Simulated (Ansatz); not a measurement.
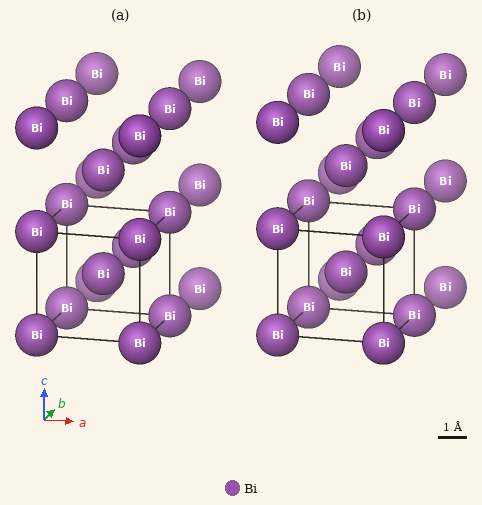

Left: a symmetric starting cell of Bi. Right: the same structure after one change, at the same scale. A spheres-only model of the conventional cell (2 times the calculation's cell), repeated 1 × 2 × 2 with one cell outlined, seen slightly off an axis. Lengths and directions refer to the drawn axes.

All numbers below come from DFT PBE, scalar-relativistic, plane waves, PAW in Ansatz. Set-up: plane-wave cutoff 420 eV; k-point mesh 16 × 16 × 16; occupations gaussian; smearing width 0.1 eV; no spin polarisation.

Question: Which change leads from the left to the right?

Answer: All lengths are scaled by +2.7 % (volume +8.3 %), the atoms keeping their fractional coordinates. No relaxation follows. The starting cell wasn't computed here and needn't be at equilibrium, so pressure and forces aren't due to the change alone.

Question: What does the change do?

Answer: The pressure is −2.8 GPa (not all of it need come from the change, since the unchanged cell can be under pressure at this level too). All forces vanish by symmetry. Some distances before and after: Bi–Bi 3.432 → 3.525 Å. The space group stays Im-3m (No. 229).
